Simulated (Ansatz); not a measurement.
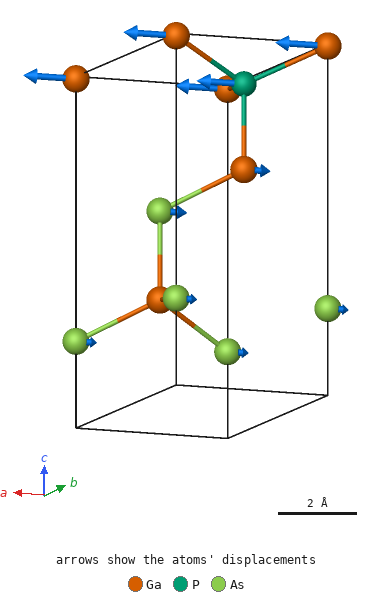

One vibrational mode of a crystal of Ga3As2P (a generated structure) at the zone centre. The blue arrows give the relative displacements of the atoms. The picture is a ball-and-stick view of the cell of the calculation, seen from a free direction.

The calculation used Ansatz, DFT PBE, scalar-relativistic, plane waves, PAW.

Input
```yaml
crystal:
  lattice:
    - [4.0049517147, 0.0, 0.0]
    - [-2.0024758573, 3.4683899259, 0.0]
    - [0.0, 0.0, 9.8156171629]
  atoms:
    - { symbol: Ga, position: [0.0, 0.0, 0.9934149267] }
    - { symbol: Ga, position: [0.3333333333, 0.6666666667, 0.6733542526] }
    - { symbol: Ga, position: [0.6666666667, 0.3333333333, 0.3334964805] }
    - { symbol: P, position: [0.3333333333, 0.6666666667, 0.9166876615] }
    - { symbol: As, position: [0.6666666667, 0.3333333333, 0.5862768279] }
    - { symbol: As, position: [0.0, 0.0, 0.2467698507] }
basis:
  ecutwfc: 420
kpoints:
  mp_grid: { grid: [12, 12, 4] }
hamiltonian:
  xc: pbe
scf:
  occupations: { method: fixed }
output:
  eigenvalues: true
phonons:
  method: dfpt
  dielectric: true
  rigid_motions: translations
  eigenvectors: true
  qmesh: [2, 2, 1]
  temperatures: { t_max: 1000, t_step: 100 }
  qpath:
    path:
      - [[0.0, 0.0, 0.0], [0.5, 0.0, 0.0], [0.33333333, 0.33333333, 0.0], [0.0, 0.0, 0.0], [0.0, 0.0, 0.5], [0.5, 0.0, 0.5], [0.33333333, 0.33333333, 0.5], [0.0, 0.0, 0.5]]
      - [[0.5, 0.0, 0.5], [0.5, 0.0, 0.0]]
      - [[0.33333333, 0.33333333, 0.5], [0.33333333, 0.33333333, 0.0]]
    npoints: 8
```

Run as
```bash
ansatz run input.yaml --threads 4 --pin off --max-ram 8192MiB --backend cpu --events-out ev --progress --plain --runs-dir out
```

Frequencies are those without the non-analytic (LO–TO) term.

Describe the mode and give its frequency.

This is the E mode (doubly degenerate; one member of the set is drawn) at 67 cm⁻¹, optical level 2 of 10, counted from below, infrared- and Raman-active by symmetry. The Ga (1a) and P sublattices move against the As (1c) and Ga (1b) and Ga (1c) and As (1a) sublattices, along a; it mainly bends the Ga–P, As–Ga bonds; the kinetic energy is shared as Ga 68 %, P 19 %, As 13 %.
